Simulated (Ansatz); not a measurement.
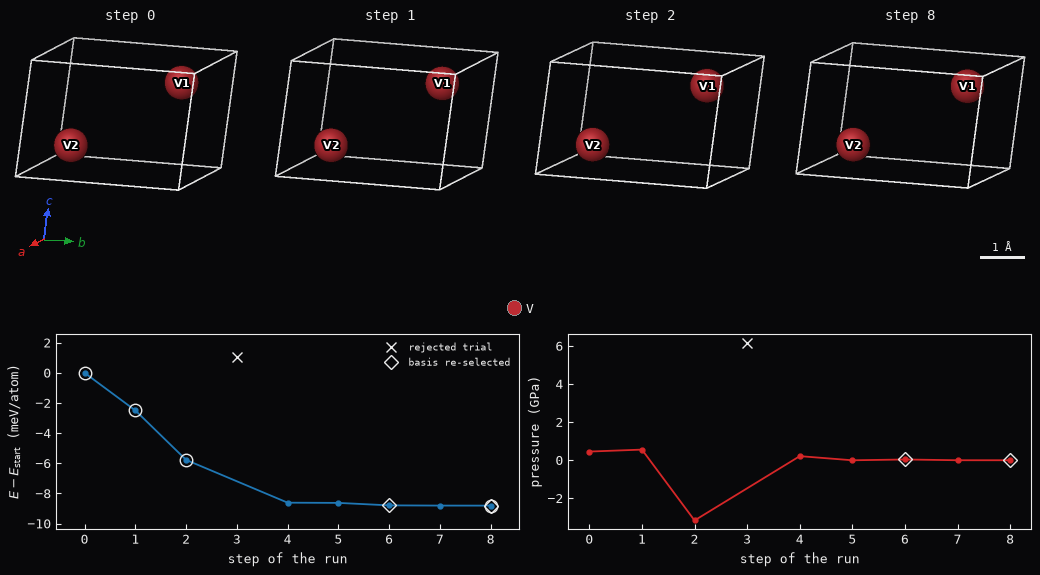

Frames of a relaxation of crystalline V (a generated structure, set up in P2_1/m), marked on the history of the run. Style: ball-and-stick. Shown: the cell of the calculation, slightly off an axis.

Case: Sb → V on all its sites, cell and atoms relaxed.

Computed with DFT PBE, scalar-relativistic, plane waves, PAW (Ansatz 0.2.0).

Input file:
```yaml
crystal:
  lattice:
    - [2.6081731052, 0.0, -0.4024923871]
    - [0.0, 4.0198177994, 0.0]
    - [-0.5978058454, 0.0, 2.6536898532]
  atoms:
    - { symbol: V, position: [1.2505473314, 0.75, 0.7496177857] }
    - { symbol: V, position: [-0.2505473314, 0.25, 0.2503822143] }
basis:
  ecutwfc: 420
kpoints:
  mp_grid: { grid: [16, 10, 16] }
hamiltonian:
  xc: pbe
scf:
  occupations: { method: gaussian, width: 0.1 }
output:
  forces: true
  stress: true
  eigenvalues: true
relax:
  adjacent_minimum: "off"
  f_tol: 0.01
  max_steps: 60
  cell: { stress_tol: 0.1 }
```

Command:
```bash
ansatz run input.yaml --threads 1 --pin off --max-ram 1331MiB --backend cpu --events-out ev --progress --plain --runs-dir out
```

What happens along the run?

Answer. No atom moves by more than 0.005 Å relative to the cell. The drawn cell changes as follows: a 2.639 → 2.599 Å (−1.5 %), b 4.020 → 4.233 Å (+5.3 %), c 2.720 → 2.599 Å (−4.5 %), β 111.5° → 109.6°; the volume changes by +0.3 %. Near-neighbour distances that change, for instance: V1–V1 2.720 → 2.599 Å, V1–V2 2.513 → 2.593 Å, V1–V1 (another image) 2.639 → 2.599 Å, V1–V1 (another image) 3.018 → 2.996 Å. The space group (tolerance 0.01 Å) goes from C2/m (No. 12) to Im-3m (No. 229). Over 5 accepted moves (8 points after the start) the energy falls by 8.8 meV per atom. The largest force component goes from 0.0055 to 0.00027 eV/Å. The pressure goes from 0.45 to 0.00 GPa. The line search rejected the trial step at point 3 of the run. At 2 points the geometry stayed and the basis and grid were re-selected for the new cell (energy shift of 0.2 meV per atom at most each time). The run took of the order of 3 core-minutes on a shared host. From step 0 to 1: energy −2.5 meV per atom. From step 1 to 2: volume +2.1 %, energy −3.3 meV per atom. From step 2 to 8: volume −1.8 %, energy −3.0 meV per atom.

```
step  E − E(0), meV/atom  largest force component, eV/Å  pressure, GPa  volume, Å³/atom                      note
   0                0.00                         0.0055           0.45           13.428                          
   1               -2.49                         0.0036           0.56           13.419                          
   2               -5.77                         0.0186          -3.16           13.706                          
   3                1.02                         0.0058           6.18           13.029                  rejected
   4               -8.61                         0.0025           0.21           13.446                          
   5               -8.63                         0.0007           0.00           13.462                          
   6               -8.79                         0.0007           0.04           13.462  same geometry, new basis
   7               -8.80                         0.0003           0.00           13.465                          
   8               -8.81                         0.0003           0.00           13.465  same geometry, new basis
```
